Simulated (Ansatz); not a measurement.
# WS$_{2}$: one change and its effect

System: WS$_{2}$ (P6₃/mmc, 6 atoms in the cell).
Method of the first run: independent-particle optics of PBE bands, plane waves, PAW, no spin polarisation (Ansatz 0.2.0).

The structure was built on a prototype by a generator. The geometry comes from this level: r2scan-rvv10. Text and figures count atoms from 1; the logs count them from 0 in places.

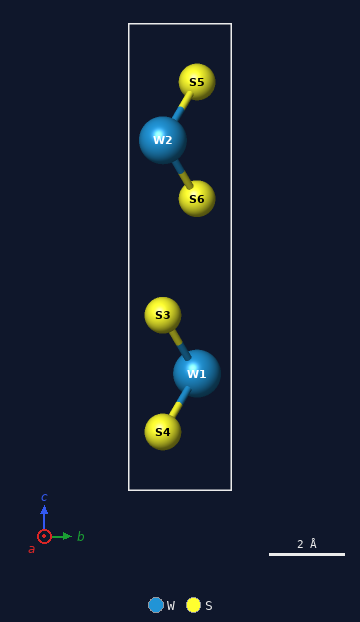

Fig. 1: The input geometry (ball-and-stick view of the cell of the calculation, along the a axis; atoms are numbered from 1 in the order of the input). Near neighbours in the crystal (not all of them lie inside the picture): W has 6 S at 2.41 Å; S has 3 W at 2.41 Å.

### The input, the first run
```yaml
crystal:
  lattice:
    - [3.1699463355, 0.0, 0.0]
    - [-1.5849731677, 2.7452540551, 0.0]
    - [0.0, 0.0, 12.4910704279]
  atoms:
    - { symbol: W, position: [0.3333333333, 0.6666666667, 0.25] }
    - { symbol: W, position: [0.6666666667, 0.3333333333, 0.75] }
    - { symbol: S, position: [0.6666666667, 0.3333333333, 0.3751079148] }
    - { symbol: S, position: [0.6666666667, 0.3333333333, 0.1248920852] }
    - { symbol: S, position: [0.3333333333, 0.6666666667, 0.8751079148] }
    - { symbol: S, position: [0.3333333333, 0.6666666667, 0.6248920852] }
kpoints:
  mp_grid: { grid: [9, 9, 2] }
hamiltonian:
  xc: pbe
scf:
  occupations: { method: fixed }
output:
  optics:
    e_range: [0, 12]
    de: 0.05
    sigma: 0.1
    bands: { spectra_wanted_up_to: 12 }
```

Launched with:
```bash
ansatz run input.yaml --threads 4 --pin off --max-ram 5529MiB --backend cpu --events-out ev --progress --plain --runs-dir out
```

Hardware: 4 threads of Arm Neoverse V1, 24 GiB of memory available, shared host.

### Output, shortened to warnings, some set-up lines, iterations and results (the first run)
```
Basis set: ecut = 420 eV, 2105 PW (Γ)
Symmetry: 24 space group operations
k-points: 24 of 162
Initial density: superposition of atomic densities (neutral atoms: chi_scale 0, normalization atom), corrected by the library's trained network
[...]
SCF iter   1: F=—  HF=-24382.779979 eV  |F-HF|=—  |Δ(HF+E_count)|=         —  Δρ=5.15e-3  dr2=1.66e-2  ethr=1.77e-3  ⟨swp⟩=5.0  Hψ=3084  notcnv=0  defer=68
SCF iter   2: F=—  HF=-24382.784425 eV  |F-HF|=—  |Δ(HF+E_count)|=   4.45e-3  Δρ=2.75e-3  dr2=2.15e-3  ethr=3.19e-5  ⟨swp⟩=2.0  Hψ=1271  notcnv=0  defer=92
SCF iter   3: F=—  HF=-24382.788107 eV  |F-HF|=—  |Δ(HF+E_count)|=   3.68e-3  Δρ=1.23e-3  dr2=4.73e-4  ethr=4.14e-6  ⟨swp⟩=2.0  Hψ=1109  notcnv=0  defer=94
SCF iter   4: F=—  HF=-24382.789096 eV  |F-HF|=—  |Δ(HF+E_count)|=   9.89e-4  Δρ=6.38e-5  dr2=5.05e-6  ethr=9.10e-7  ⟨swp⟩=2.0  Hψ=1190  notcnv=0  defer=94
SCF iter   5: F=—  HF=-24382.789094 eV  |F-HF|=—  |Δ(HF+E_count)|=   1.69e-6  Δρ=1.30e-5  dr2=2.04e-7  ethr=9.70e-9  ⟨swp⟩=2.0  Hψ=1253  notcnv=0  defer=39
SCF iter   6: F=—  HF=-24382.789094 eV  |F-HF|=—  |Δ(HF+E_count)|=   6.06e-8  Δρ=4.12e-6  dr2=2.64e-8  ethr=3.93e-10  ⟨swp⟩=2.5  Hψ=1207  notcnv=0  defer=40
SCF iter   7: F=—  HF=-24382.789094 eV  |F-HF|=—  |Δ(HF+E_count)|=   1.47e-8  Δρ=9.44e-7  dr2=1.73e-9  ethr=5.07e-11  ⟨swp⟩=2.0  Hψ=1106  notcnv=0  defer=39
SCF iter   8: F=—  HF=-24382.789094 eV  |F-HF|=—  |Δ(HF+E_count)|=   1.07e-9  Δρ=1.60e-7  dr2=4.47e-11  ethr=3.33e-12  ⟨swp⟩=2.0  Hψ=1150  notcnv=0  defer=39
SCF iter   9: F=-24382.789094 eV  HF=-24382.789094 eV  |F-HF|=3.64e-12  |Δ(HF+E_count)|=  3.64e-11  Δρ=3.10e-8  dr2=1.21e-12  ethr=1.00e-12  ⟨swp⟩=8.8  Hψ=2867  notcnv=0
SCF 1 converged in 9 iterations: F = -24382.789094 eV  dr2 = 1.21e-12
NSCF: frozen V_eff on 24 k-points
Optics k sum: 0 of 24 k-points
Optics k sum: 2 of 24 k-points
Optics k sum: 3 of 24 k-points
Optics k sum: 4 of 24 k-points
Optics k sum: 5 of 24 k-points
Optics k sum: 6 of 24 k-points
Optics k sum: 8 of 24 k-points
Optics k sum: 9 of 24 k-points
Optics k sum: 10 of 24 k-points
Optics k sum: 11 of 24 k-points
Optics k sum: 12 of 24 k-points
Optics k sum: 14 of 24 k-points
Optics k sum: 15 of 24 k-points
Optics k sum: 16 of 24 k-points
Optics k sum: 17 of 24 k-points
Optics k sum: 18 of 24 k-points
Optics k sum: 20 of 24 k-points
Optics k sum: 21 of 24 k-points
Optics k sum: 22 of 24 k-points
Optics k sum: 23 of 24 k-points
Optics k sum: 24 of 24 k-points
Optics k sum: 0 of 24 k-points
Optics k sum: 2 of 24 k-points
Optics k sum: 3 of 24 k-points
Optics k sum: 4 of 24 k-points
Optics k sum: 5 of 24 k-points
Optics k sum: 6 of 24 k-points
Optics k sum: 8 of 24 k-points
Optics k sum: 9 of 24 k-points
Optics k sum: 10 of 24 k-points
Optics k sum: 11 of 24 k-points
Optics k sum: 12 of 24 k-points
Optics k sum: 14 of 24 k-points
Optics k sum: 15 of 24 k-points
Optics k sum: 16 of 24 k-points
Optics k sum: 17 of 24 k-points
Optics k sum: 18 of 24 k-points
Optics k sum: 20 of 24 k-points
Optics k sum: 21 of 24 k-points
Optics k sum: 22 of 24 k-points
Optics k sum: 23 of 24 k-points
Optics k sum: 24 of 24 k-points
NSCF: frozen V_eff on 1 k-points
NSCF: frozen V_eff on 1 k-points
[...]
```

For the second run the input was changed thus:
```diff
-  xc: pbe
+  xc: r2scan
```

What does this change do to the results?

The total energies belong to different methods, so their difference says nothing on which is more stable or more accurate. The gap on the mesh goes from 1.15 to 1.26 eV. The functional changes from PBE to r2SCAN. The number of SCF iterations is the same. The default cutoff goes from 420 to 500 eV with the change. The plane waves at Γ go from 2105 to 2763.

### Output, shortened to warnings, some set-up lines, iterations and results (the second run)
```
Basis set: ecut = 500 eV, 2763 PW (Γ), exchange–correlation on 96×96×384 points (64 copies of the dense FFT grid, shifted against one another)
Symmetry: 24 space group operations
k-points: 24 of 162
Initial density: superposition of atomic densities (neutral atoms: chi_scale 0, normalization atom), corrected by the library's trained network
[...]
SCF iter   1: F=—  HF=-24423.134286 eV  |F-HF|=—  |Δ(HF+E_count)|=         —  Δρ=7.90e-3  dr2=4.42e-2  dr2_τ=1.67e-1  ethr=1.77e-3  ⟨swp⟩=5.0  Hψ=3124  notcnv=0  defer=69
SCF iter   2: F=—  HF=-24423.273770 eV  |F-HF|=—  |Δ(HF+E_count)|=   1.39e-1  Δρ=4.65e-3  dr2=1.52e-2  dr2_τ=2.06e-3  ethr=8.50e-5  ⟨swp⟩=2.3  Hψ=1460  notcnv=0  defer=93
SCF iter   3: F=—  HF=-24423.278285 eV  |F-HF|=—  |Δ(HF+E_count)|=   4.51e-3  Δρ=2.57e-3  dr2=3.28e-3  dr2_τ=4.20e-4  ethr=2.93e-5  ⟨swp⟩=2.2  Hψ=1010  notcnv=0  defer=94
SCF iter   4: F=—  HF=-24423.281410 eV  |F-HF|=—  |Δ(HF+E_count)|=   3.13e-3  Δρ=2.23e-4  dr2=5.26e-5  dr2_τ=6.86e-6  ethr=6.30e-6  ⟨swp⟩=2.2  Hψ=1245  notcnv=0  defer=94
SCF iter   5: F=—  HF=-24423.281437 eV  |F-HF|=—  |Δ(HF+E_count)|=   2.69e-5  Δρ=7.28e-5  dr2=1.00e-5  dr2_τ=3.95e-7  ethr=1.01e-7  ⟨swp⟩=2.1  Hψ=1177  notcnv=0  defer=78
SCF iter   6: F=—  HF=-24423.281432 eV  |F-HF|=—  |Δ(HF+E_count)|=   4.99e-6  Δρ=1.37e-5  dr2=3.77e-7  dr2_τ=2.74e-8  ethr=1.93e-8  ⟨swp⟩=2.0  Hψ=1121  notcnv=0  defer=38
SCF iter   7: F=—  HF=-24423.281437 eV  |F-HF|=—  |Δ(HF+E_count)|=   4.94e-6  Δρ=2.70e-6  dr2=5.90e-9  dr2_τ=5.06e-10  ethr=7.26e-10  ⟨swp⟩=2.0  Hψ=1149  notcnv=0  defer=34
SCF iter   8: F=—  HF=-24423.281437 eV  |F-HF|=—  |Δ(HF+E_count)|=   9.47e-9  Δρ=5.10e-7  dr2=2.38e-10  dr2_τ=1.10e-11  ethr=1.14e-11  ⟨swp⟩=2.0  Hψ=1238  notcnv=0  defer=34
SCF iter   9: F=-24423.281437 eV  HF=-24423.281437 eV  |F-HF|=0.00e0  |Δ(HF+E_count)|=  3.42e-10  Δρ=8.29e-8  dr2=8.55e-12  dr2_τ=1.29e-12  ethr=1.00e-12  ⟨swp⟩=7.7  Hψ=3559  …
SCF 1 converged in 9 iterations: F = -24423.281437 eV  dr2 = 8.55e-12
NSCF: frozen V_eff on 24 k-points
Optics k sum: 0 of 24 k-points
Optics k sum: 2 of 24 k-points
Optics k sum: 3 of 24 k-points
Optics k sum: 4 of 24 k-points
Optics k sum: 5 of 24 k-points
Optics k sum: 6 of 24 k-points
Optics k sum: 8 of 24 k-points
Optics k sum: 9 of 24 k-points
Optics k sum: 10 of 24 k-points
Optics k sum: 11 of 24 k-points
Optics k sum: 12 of 24 k-points
Optics k sum: 14 of 24 k-points
Optics k sum: 15 of 24 k-points
Optics k sum: 16 of 24 k-points
Optics k sum: 17 of 24 k-points
Optics k sum: 18 of 24 k-points
Optics k sum: 20 of 24 k-points
Optics k sum: 21 of 24 k-points
Optics k sum: 22 of 24 k-points
Optics k sum: 23 of 24 k-points
Optics k sum: 24 of 24 k-points
Optics k sum: 0 of 24 k-points
Optics k sum: 2 of 24 k-points
Optics k sum: 3 of 24 k-points
Optics k sum: 4 of 24 k-points
Optics k sum: 5 of 24 k-points
Optics k sum: 6 of 24 k-points
Optics k sum: 8 of 24 k-points
Optics k sum: 9 of 24 k-points
Optics k sum: 10 of 24 k-points
Optics k sum: 11 of 24 k-points
Optics k sum: 12 of 24 k-points
Optics k sum: 14 of 24 k-points
Optics k sum: 15 of 24 k-points
Optics k sum: 16 of 24 k-points
Optics k sum: 17 of 24 k-points
Optics k sum: 18 of 24 k-points
Optics k sum: 20 of 24 k-points
Optics k sum: 21 of 24 k-points
Optics k sum: 22 of 24 k-points
Optics k sum: 23 of 24 k-points
Optics k sum: 24 of 24 k-points
NSCF: frozen V_eff on 1 k-points
NSCF: frozen V_eff on 1 k-points
[...]
```

### The two runs side by side

| quantity | the first run | the second run |
| --- | --- | --- |
| outcome | converged | converged |
| free energy per atom (eV) | −4063.7982 | −4070.5469 |
| gap on the mesh (eV) | 1.15 | 1.26 |
| SCF iterations | 9 | 9 |
| irreducible k-points | 24 | 24 |
| plane waves at Γ | 2105 | 2763 |
| wall time (shared host) | 48 s | 63 s |

For both runs: Spin–orbit coupling is left out, which matters for W.
